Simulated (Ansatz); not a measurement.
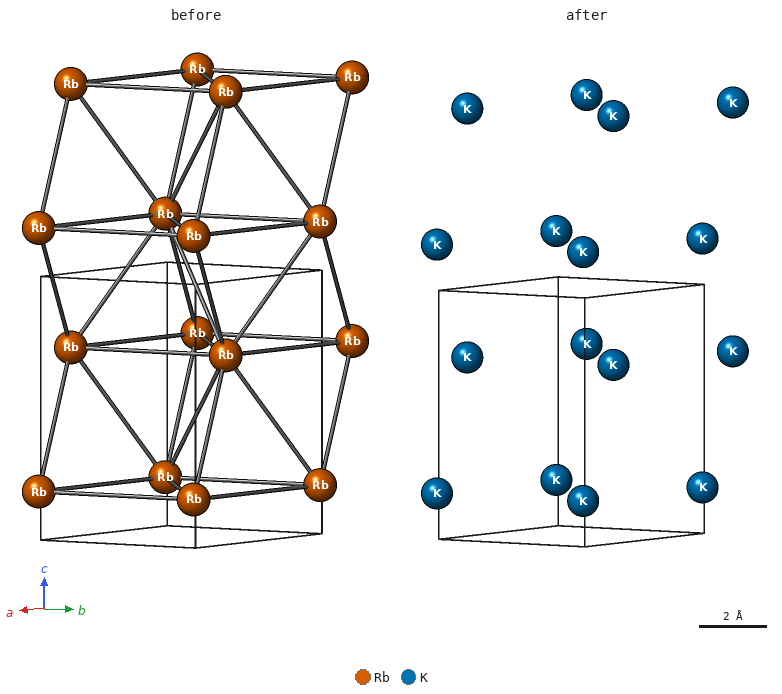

Left: a crystal of Rb (set up in Cmcm). Right: the same structure after one change, at the same scale. The picture is a ball-and-stick view of the cell of the calculation, reduced to other axes, repeated 2 × 2 × 2 with one cell outlined, seen from a free direction. Lengths and directions refer to the drawn axes.

Method: Ansatz 0.2.0, DFT PBEsol, scalar-relativistic, plane waves, PAW. Set-up: plane-wave cutoff 420 eV; k-point mesh 10 × 10 × 6; occupations gaussian; smearing width 0.1 eV; no spin polarisation.

Which change leads from the left to the right?

Every rubidium atom is replaced by potassium, which gives K. Cell and atoms are relaxed again (to zero pressure within 0.1 GPa, forces under 0.01 eV/Å).

How do the computed properties respond?

The volume per atom goes from 86.55 to 72.83 Å³. The volume changes by −15.9 %, with a 4.965 → 4.687 Å (−5.6 %), b 4.997 → 4.717 Å (−5.6 %), c 8.040 → 7.591 Å (−5.6 %). The space group stays Cmcm (No. 63).
